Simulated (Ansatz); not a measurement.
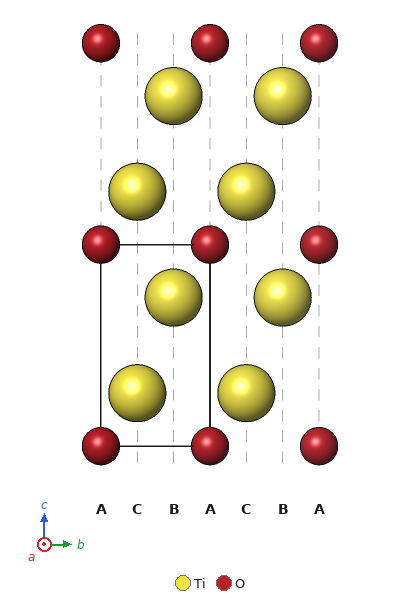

Projection along an edge of the hexagonal mesh, stacking direction c upwards. The dashed lines mark the three columns A (0, 0), B (1/3, 2/3) and C (2/3, 1/3). The sequence starts with the first layer at or above the cell's origin.

System Ti₂O; source of the atomic positions: coordinates from a relaxation with Ansatz 0.2.0, DFT PBEsol, scalar-relativistic, plane waves, PAW.

> List the layers of one repeat.

O(A) – Ti(C) – Ti(B) (three layers in 4.72 Å).
